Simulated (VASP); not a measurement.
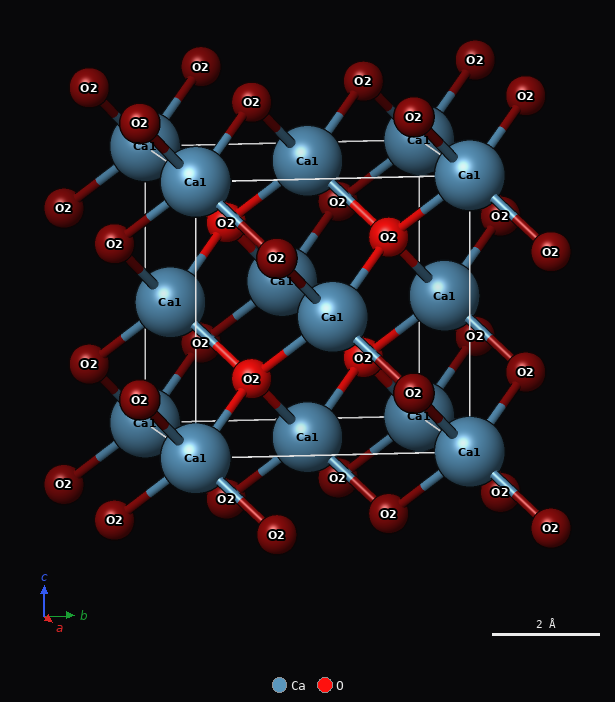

**Figure 1.** The structure (ball-and-stick view of the cell 4 times as large as that of the calculation, set on its symmetry axes, seen slightly off an axis; neighbours outside the cell are drawn fainter; atoms are numbered from 1 in the order of the input). Near neighbours in the crystal (not all of them lie inside the picture): Ca has 4 O at 2.26 Å; O has 4 Ca at 2.26 Å.

**Mending a single-point calculation on CaO**

System: CaO (F-43m, 2 atoms in the cell).
Method of run A: DFT, plane waves, PAW, settings varied from a LDA run (VASP 6.6.1).

The structure was built on a prototype by a generator. The geometry comes from this level: r2SCAN. 

**INCAR, run A**
```
ENCUT = 520.000000
SIGMA = 0.010000
EDIFF = 1.00e-07
GGA = CA
PREC = Accurate
IBRION = -1
ISIF = 2
ISMEAR = 0
NSW = 0
LASPH = .TRUE.
LCHARG = .FALSE.
LWAVE = .FALSE.
LREAL = .FALSE.
NELM = 91
NBANDS = 6
```

**KPOINTS, run A**
```
KPOINTS created by Atomic Simulation Environment
0
Gamma
8 8 8
0 0 0
```

**POSCAR, run A**
```
Ca O
 1.0000000000000000
    -0.0000000000000000    2.6067317364962017    2.6067317364962017
     2.6067317364962017    0.0000000000000000    2.6067317364962017
     2.6067317364962017    2.6067317364962017    0.0000000000000000
 Ca  O
   1   1
Cartesian
  0.0000000000000000 -0.0000000000000000 -0.0000000000000000
  1.3033658682481006  1.3033658682481006  1.3033658682481006
```

Launched with:
```bash
mpirun -np 1 vasp_std
```

Hardware: 1 CPU thread, shared host.

**OSZICAR and lines of OUTCAR (run A)**
```
[... from OUTCAR:]
osed to be      |
|     calculated.                                                             |
|     I found NBANDS = 6, NELECT = 16.                                        |
|                                                                             |
|       ---->  I REFUSE TO CONTINUE WITH THIS SICK JOB ... BYE!!! <----       |
|                                                                             |
 -----------------------------------------------------------------------------

1
```

Diagnose this run and give a change of the input that cures it.

Answer. Some settings of this run were drawn to be unusual or wrong (NELM = 91; NBANDS changed). The program refused the input: “The number of bands is not sufficient to hold all electrons. I am sorry, but this calculation does not make sense. If you want to calculate only selected states, you need to set either EFERMI or EREF. EREF specifies around which energy states are supposed to be calculated. I found NBANDS = 6, NELECT”

A run of the same system that converges differs from this input as follows (lines with − go, lines with + come):
```diff
+NBANDS = 15
+NELM = 120
-NELM = 91
-NBANDS = 6
```

**OSZICAR and lines of OUTCAR (run B)**
```
N       E                     dE             d eps       ncg     rms          rms(c)
DAV:   1     0.126553749750E+03    0.12655E+03   -0.82433E+03   870   0.106E+03
DAV:   2    -0.103281546594E+02   -0.13688E+03   -0.12587E+03  1080   0.280E+02
DAV:   3    -0.160883731030E+02   -0.57602E+01   -0.57172E+01  1045   0.611E+01
DAV:   4    -0.162844307562E+02   -0.19606E+00   -0.19597E+00  1270   0.967E+00
DAV:   5    -0.162853435175E+02   -0.91276E-03   -0.91271E-03  1031   0.821E-01    0.954E+00
DAV:   6    -0.139033676340E+02    0.23820E+01   -0.82622E+00   926   0.248E+01    0.436E+00
DAV:   7    -0.137333431591E+02    0.17002E+00   -0.84648E-01   959   0.856E+00    0.198E+00
DAV:   8    -0.136716112731E+02    0.61732E-01   -0.14277E-01  1087   0.365E+00    0.400E-01
DAV:   9    -0.136704027670E+02    0.12085E-02   -0.60624E-03  1015   0.672E-01    0.150E-01
DAV:  10    -0.136707809639E+02   -0.37820E-03   -0.41605E-04   954   0.190E-01    0.370E-02
DAV:  11    -0.136707854041E+02   -0.44402E-05   -0.18101E-04  1024   0.101E-01    0.227E-02
DAV:  12    -0.136707776682E+02    0.77360E-05   -0.33960E-05  1122   0.668E-02    0.732E-03
DAV:  13    -0.136707765708E+02    0.10974E-05   -0.32498E-06   975   0.222E-02    0.124E-03
DAV:  14    -0.136707766063E+02   -0.35561E-07   -0.17725E-07   957   0.392E-03
   1 F= -.13670777E+02 E0= -.13670777E+02  d E =-.462236E-13
       N       E                     dE             ncg
DAV:   1     0.597746589445E+03   -0.34695E+04      180
DAV:   2    -0.163823333903E+03   -0.76157E+03      229
DAV:   3    -0.193260551635E+03   -0.29437E+02      194
DAV:   4    -0.194537333382E+03   -0.12768E+01      306
DAV:   5    -0.194543774323E+03   -0.64409E-02      187
DAV:   6    -0.194543872531E+03   -0.98207E-04      283
DAV:   7    -0.194543873312E+03   -0.78178E-06      202
DAV:   8    -0.194543873329E+03   -0.16891E-07      196
[... from OUTCAR:]
   NELECT =      16.0000    total number of electrons
 E-fermi :   0.1658
  free  energy   TOTEN  =       -13.6707766063 eV
  energy  without entropy=      -13.6707766063  energy(sigma->0) =      -13.67077661
```

**The two runs side by side**

| quantity | run A | run B |
| --- | --- | --- |
| outcome | refused | converged |
| free energy per atom (eV) | – | −6.8354 |
| gap on the mesh (eV) | – | 3.14 |
| pressure (GPa) | – | −3.93 |
| volume per atom (Å³) | – | 17.71 |
| largest force (eV/Å) | – | 0.000 |
| SCF iterations | – | 14 |
| irreducible k-points | – | 29 |
